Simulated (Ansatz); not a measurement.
```
Ta N
1.0
     4.42265    0.00000    0.00000
     0.00000    4.42265    0.00000
     0.00000    0.00000    4.42265
Ta N
4 4
Direct
  0.50000 0.00000 0.00000
  0.00000 0.50000 0.00000
  0.00000 0.00000 0.50000
  0.50000 0.50000 0.50000
  0.00000 0.00000 0.00000
  0.50000 0.50000 0.00000
  0.50000 0.00000 0.50000
  0.00000 0.50000 0.50000
```

Space group Fm-3m; a structure from a database of computed crystals, not necessarily the ambient phase.

Theory: Kohn-Sham DFT of a periodic cell, PBE, Ansatz PAW (Ansatz 0.2.0).

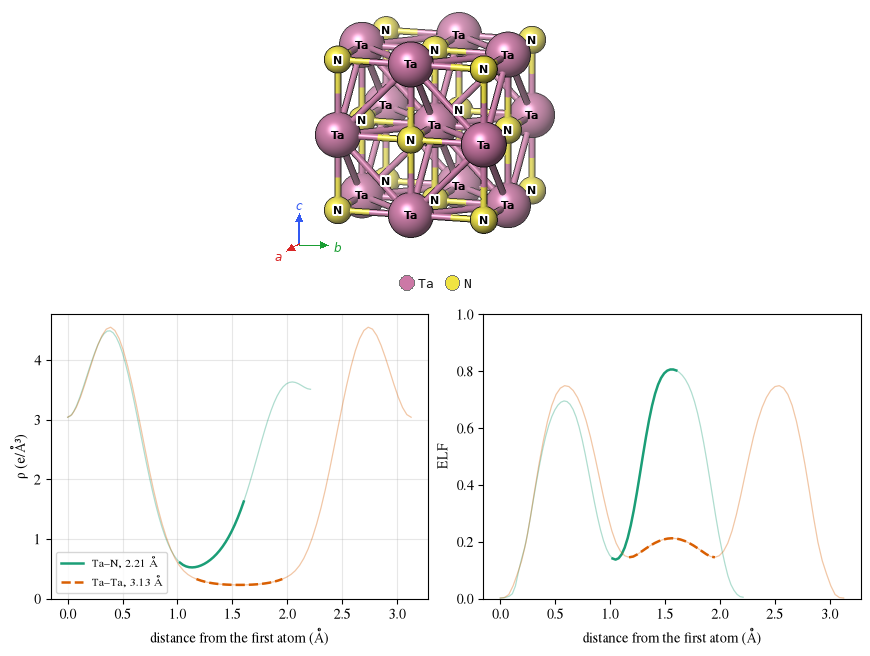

TaN. Valence pseudo-density and ELF along straight lines between neighbouring atoms. Thin, pale parts lie inside the atomic spheres. The structure is drawn too.

Core electrons are frozen (PAW), and the valence fields are smoothed inside the atomic spheres.

Q: Compare the contacts.

A: Ta–N (2.21 Å): ρ at the midpoint is about 0.53 e/Å³; the ELF peaks at about 0.80 in the valence shell of N, 0.6 Å from its nucleus, and is about 0.15 at the midpoint (no localised pair shows between them).
Ta–Ta (3.13 Å): ρ is about 0.23 e/Å³ halfway; the ELF is about 0.20 at the midpoint (no localised pair shows between them).
